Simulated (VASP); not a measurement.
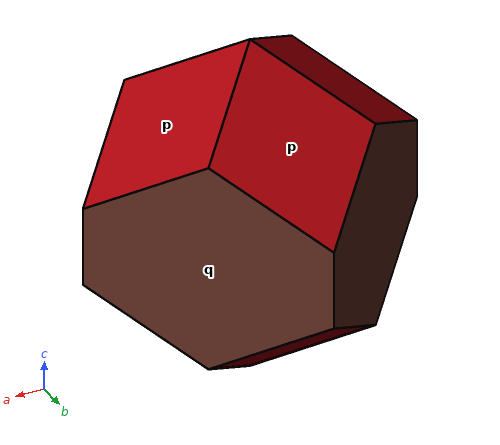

BFDH (Bravais–Friedel–Donnay–Harker) growth shape, computed from the cell and space group alone: each face lies at a distance from the centre proportional to 1/d(hkl), with d taken for the first order that the space group does not extinguish. It ignores bonding, solvent and kinetics. Faces of one form share a colour. Cell of Si: space group I4/mmm (No. 139), a = 3.285 Å, b = 3.285 Å, c = 2.593 Å, α = 90.00°, β = 90.00°, γ = 90.00°. Source: the end point of a relaxation with VASP Kohn-Sham DFT of a periodic cell, LDA, VASP PAW LDA potentials, recommended in VASP. Forms under 0.4 % of the area are left out.

Index the forms that can be seen.

Answer. red (p): {101} (d = 2.04 Å, 51 % of the area); brown (q): {110} (d = 2.32 Å, 49 % of the area).
